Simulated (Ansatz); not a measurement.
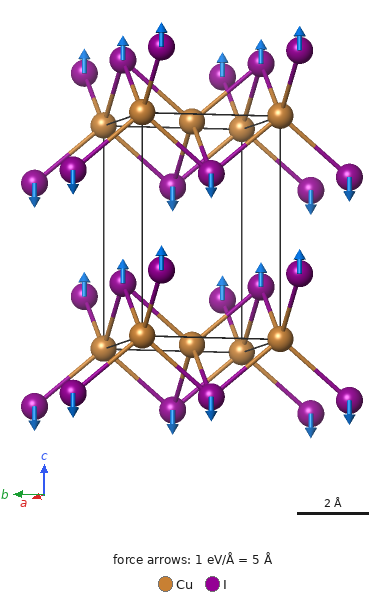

A changed version of a crystal of CuI (built on the database structure type), with the computed forces as blue arrows. Besides, the cell is strained by +1.2 % along a and none across it (volume +1.2 %). A ball-and-stick model of the cell of the calculation, seen from a free direction.

Computed with DFT, PBE, plane waves, PAW in Ansatz 0.2.0. Set-up: plane-wave cutoff 420 eV; k-point mesh 6 × 6 × 4; occupations fermi dirac; smearing width 0.02 eV; no spin polarisation.

**Describe the distortion and the response.**

Atoms are displaced by 0.01 Å relative to the cell. No relaxation follows. The space group (tolerance 0.01 Å) goes from P4/nmm (No. 129) to Pmmn (No. 59). Energy change: −2.7 meV per atom. Pressure: 2.2 GPa before, 1.8 GPa after. The principal stresses (compression positive) are 1.4 GPa along a and 2.1 GPa across it. The largest forces, 0.14 eV/Å, act on 2 I atoms of the calculation's cell.
